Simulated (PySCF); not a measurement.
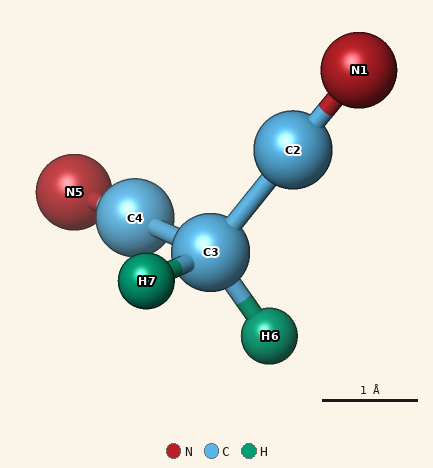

*The structure as given in the input (ball-and-stick view, seen at a tilt; atoms are numbered from 1 in the order of the input).*

Bond lengths as drawn: C–C 1.46 Å, C–H 1.10 Å and C–N 1.16 Å.

**NMR shielding calculation of C3H2N2**

- system: C3H2N2 (Malononitrile), SMILES N#CCC#N
- method: GIAO PBE0/pcSseg-1 NMR shielding, non-relativistic, gas phase (PySCF 2.14.0)

The geometry comes from this level: PBE0-D3(BJ)/def2-SVP. Figures and captions count atoms from 1; the log counts them from 0 in places.

**The program's output**
```
coarse grid: 6624 points
cycle   1  E = -224.5653748415  dE =  6.763e-01  |g| = 6.008e-01  |ddm| = 2.572e+00
cycle   2  E = -224.0964496494  dE =  4.689e-01  |g| = 1.575e+00  |ddm| = 1.606e+00
cycle   3  E = -224.6566844325  dE = -5.602e-01  |g| = 5.464e-02  |ddm| = 1.112e+00
cycle   4  E = -224.6573426621  dE = -6.582e-04  |g| = 2.222e-02  |ddm| = 8.761e-02
cycle   5  E = -224.6574649276  dE = -1.223e-04  |g| = 1.774e-03  |ddm| = 1.901e-02
cycle   6  E = -224.6574654772  dE = -5.496e-07  |g| = 7.468e-04  |ddm| = 1.801e-03
final grid: 66352 points
cycle   7  E = -224.6857940394  dE = -1.386e-05  |g| = 3.511e-03  |ddm| = 1.758e-02
cycle   8  E = -224.6857951266  dE = -1.087e-06  |g| = 2.906e-03  |ddm| = 5.631e-03
cycle   9  E = -224.6857971566  dE = -2.030e-06  |g| = 2.879e-04  |ddm| = 2.245e-03
cycle  10  E = -224.6857971704  dE = -1.372e-08  |g| = 1.513e-04  |ddm| = 2.643e-04
cycle  11  E = -224.6857971742  dE = -3.874e-09  |g| = 6.924e-05  |ddm| = 1.267e-04
cycle  12  E = -224.6857971752  dE = -9.989e-10  |g| = 1.396e-05  |ddm| = 4.212e-05
```

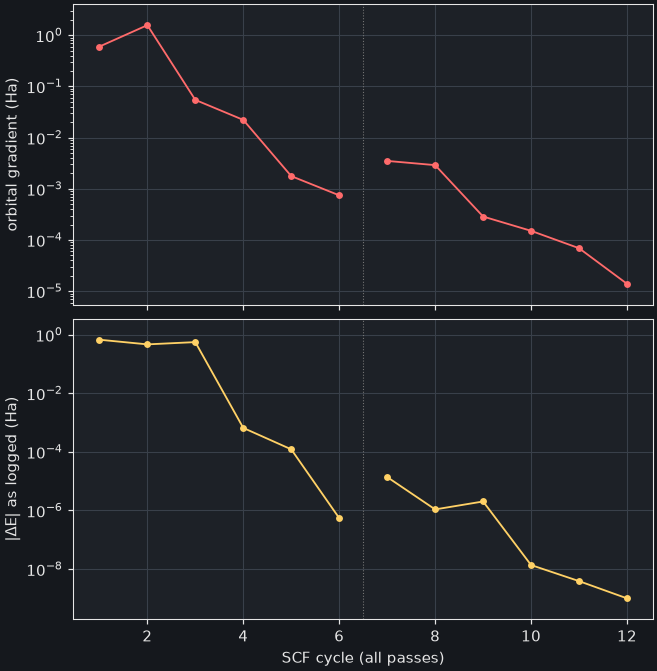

*Convergence of the self-consistent field: orbital gradient and size of the energy change against the SCF cycle. The dotted line marks the change from a coarse to the final integration grid.*

The first 6 cycles use a coarse grid, the final grid takes over at cycle 7, and the field converges after 12 cycles in all.

```
converged SCF energy = -224.6857971752

GIAO shielding tensors (ppm)
atom      isotropic    diamagn.    paramagn.     s11        s22        s33       span
  0 N      -50.156     337.469    -387.625   -229.470   -224.359    303.362    532.831
  1 C       70.376     259.975    -189.599    -40.837    -40.343    292.310    333.147
  2 C      176.873     246.660     -69.786    165.295    175.333    189.992     24.697
  3 C       70.377     259.975    -189.597    -40.837    -40.343    292.312    333.149
  4 N      -50.172     337.471    -387.644   -229.489   -224.369    303.341    532.830
  5 H       28.217      26.096       2.120     23.481     27.103     34.066     10.584
  6 H       28.212      26.100       2.113     23.479     27.102     34.057     10.579
```

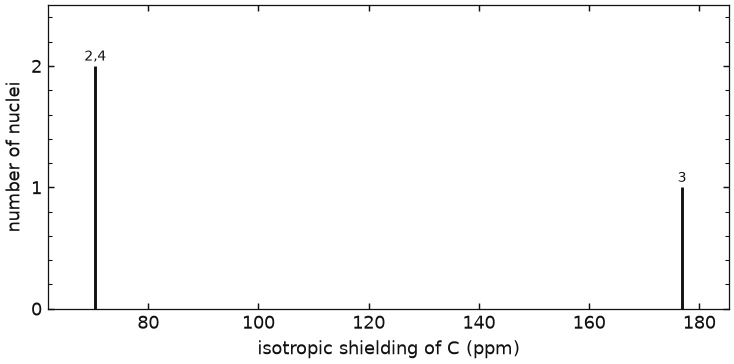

*Isotropic shieldings of the carbon nuclei in this fixed geometry, labelled by atom number; shielding grows to the right, so chemical shift grows to the left.*

The least shielded is C2 (70.4 ppm), the most shielded C3 (176.9 ppm).

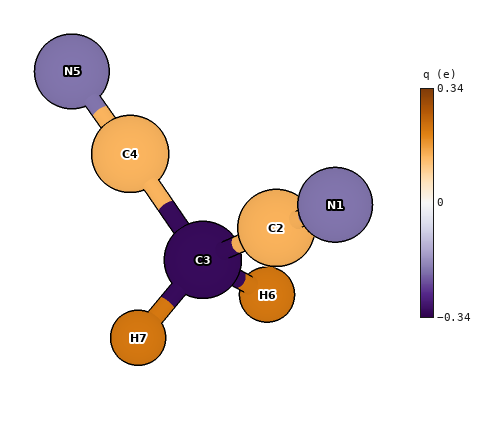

*IAO charges, as the colour of each atom (ball-and-stick view, seen at a tilt; atoms are numbered from 1 in the order of the input).*

By element: N −0.20, C −0.32 to +0.14 and H +0.22 e.

The run was set up as follows.

**Input**
```
{"job": {"kind": "nmr", "xc": "PBE0", "basis": "pcSseg-1"}, "charge": 0, "multiplicity": 1}
N     -2.203304     0.959644     0.013729
C     -1.222120     0.349638     0.011482
C      0.002713    -0.447779     0.009918
C      1.218490     0.362495    -0.026081
N      2.191684     0.984433    -0.056247
H      0.019514    -1.085655     0.909389
H     -0.006976    -1.122775    -0.862191
```

The first line tells a small driver script what to run in PySCF; the rest is the geometry in Å.

Launch command:
```bash
OMP_NUM_THREADS=1 python <driver script> task.json out
```

**Summary**

| quantity | value |
| --- | --- |
| outcome | converged |
| total energy | −224.685797 hartree |
| HOMO | −10.08 eV |
| LUMO | −0.51 eV |
| dipole moment | 3.84 D |
| isotropic shielding, N | −50.2 ppm |
| isotropic shielding, C | 70.4 to 176.9 ppm |
| isotropic shielding, H | 28.2 ppm |
| hardware | 1 CPU thread, shared host |
| wall time | 7.1 s |
| peak memory | 0.45 GiB |
